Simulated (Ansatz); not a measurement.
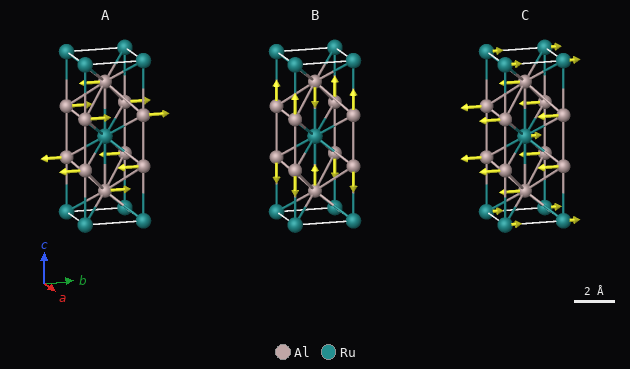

Modes of crystalline Al₂Ru at 0.98 times its rest volume, space group I4/mmm (No. 139), at the zone centre (one member of each degenerate set). The yellow arrows are the displacements of the atoms (eigenvector over the root of the mass), of arbitrary overall length and sign. Style: ball-and-stick. Shown: the conventional cell (2 times the calculation's cell), slightly off an axis. Lengths and directions refer to the drawn axes.

Theory: DFT LDA, scalar-relativistic, plane waves, PAW in Ansatz 0.2.0.

The frequencies depend somewhat on the k-mesh and the smearing.

### Which are infrared-active and which Raman-active?

A is E_g, Raman-active by symmetry (345 cm⁻¹). B is A₁g, Raman-active by symmetry (461 cm⁻¹). C is E_u, infrared-active by symmetry (275 cm⁻¹). The crystal has a centre of inversion, so no mode is both. In a metal the free carriers screen the infrared response.
